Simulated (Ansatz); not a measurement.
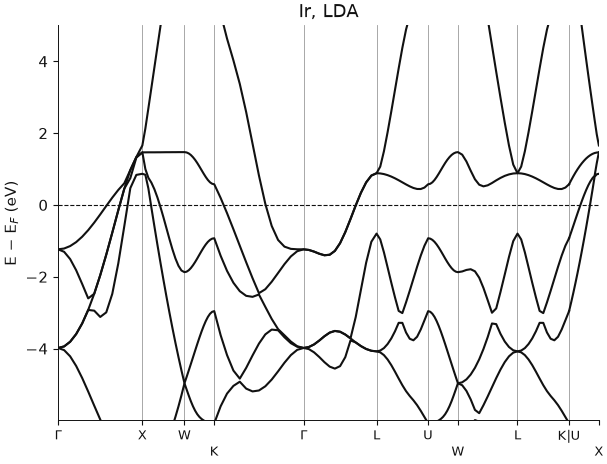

Band structure. Energies are counted from the Fermi level.

Question: What lattice type does the k path imply?

Answer: A face-centred cubic lattice: the path Γ–X–W–K–Γ–L–U–W–L–K|U–X runs through the special points of its Brillouin zone.

System: fcc Ir, space group Fm-3m, 1 atom in the primitive cell.

Space group Fm-3m (No. 225). a = 3.831 Å, b = 3.831 Å, c = 3.831 Å, α = 90.00°, β = 90.00°, γ = 90.00°
```csv
atom,site,symmetry,x,y,z
Ir,4a,m-3m,0.0000,0.0000,0.0000
```

Level of theory: LDA, Ansatz PAW, no spin polarisation, no spin-orbit coupling, 12×12×12 k mesh, 420 eV cutoff, Fermi-Dirac smearing of 0.05 eV; code Ansatz 0.2.0.

Question: Does this material conduct, going by its bands?

Answer: A metal: 4 bands cross the Fermi level along this path.

Spin-orbit coupling is left out, which matters for Ir. The PAW data sets were made with another functional. The cell is at −7 GPa in this functional.
